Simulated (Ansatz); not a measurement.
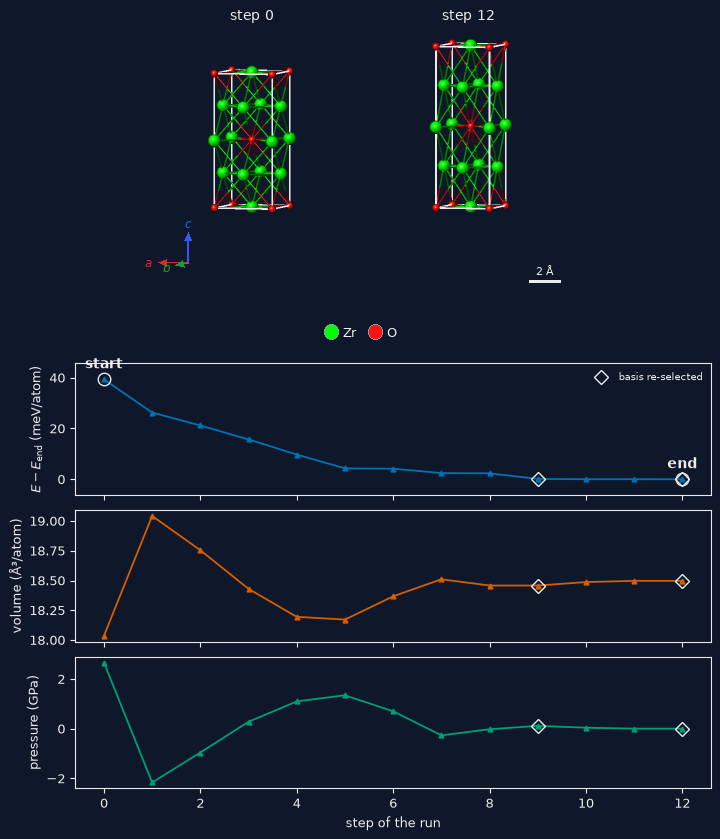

First and last geometry of a relaxation of a crystal of Zr₃O (built on the TiAl3 (D0 type), with the history of the run. The picture is a ball-and-stick view of the conventional cell (2 times the calculation's cell), seen from a free direction. Lengths and directions refer to the drawn axes.

Case: TiAl3 (D0_22) type (I4/mmm, No. 139).

The calculation used DFT r2SCAN, scalar-relativistic, plane waves, PAW in Ansatz 0.2.0. Set-up: plane-wave cutoff 500 eV; k-point mesh 16 × 16 × 16; occupations gaussian; smearing width 0.1 eV; no spin polarisation; cell and atoms relaxed; force threshold 0.01 eV/Å; at most 80 steps.

Question: Read the history and describe the run.

Answer: It converged. The atoms keep their places relative to the cell (all moves are under 0.005 Å). Cell: a = b 4.012 → 3.711 Å (−7.5 %), c 8.962 → 10.744 Å (+19.9 %). Volume +2.6 %. Among the contacts that change: O–Zr 3.007 → 3.265 Å, Zr–Zr 3.007 → 3.265 Å, O–Zr 2.837 → 2.624 Å, Zr–Zr 2.837 → 2.624 Å. The space group stays I4/mmm (No. 139). The energy falls by 39.4 meV per atom in 10 accepted moves (12 points after the start). All forces vanish by symmetry, so only the cell relaxes. Pressure: 2.66 GPa at the start and 0.00 GPa at the end. The SCF was repeated twice at an unchanged geometry on a basis and grid sized afresh for the cell, which shifted the energy by 2.2 meV per atom at most.

| step | E − E(0), meV/atom | pressure, GPa | volume, Å³/atom | note |
| --- | --- | --- | --- | --- |
| 0 | 0.00 | 2.66 | 18.035 |  |
| 1 | -13.09 | -2.16 | 19.042 |  |
| 2 | -18.17 | -0.96 | 18.754 |  |
| 3 | -23.67 | 0.28 | 18.430 |  |
| 4 | -29.62 | 1.10 | 18.195 |  |
| 5 | -35.06 | 1.35 | 18.172 |  |
| 6 | -35.18 | 0.70 | 18.367 |  |
| 7 | -36.92 | -0.26 | 18.510 |  |
| 8 | -37.01 | -0.02 | 18.458 |  |
| 9 | -39.22 | 0.12 | 18.458 | same geometry, new basis |
| 10 | -39.34 | 0.04 | 18.487 |  |
| 11 | -39.34 | 0.00 | 18.497 |  |
| 12 | -39.36 | 0.00 | 18.497 | same geometry, new basis |
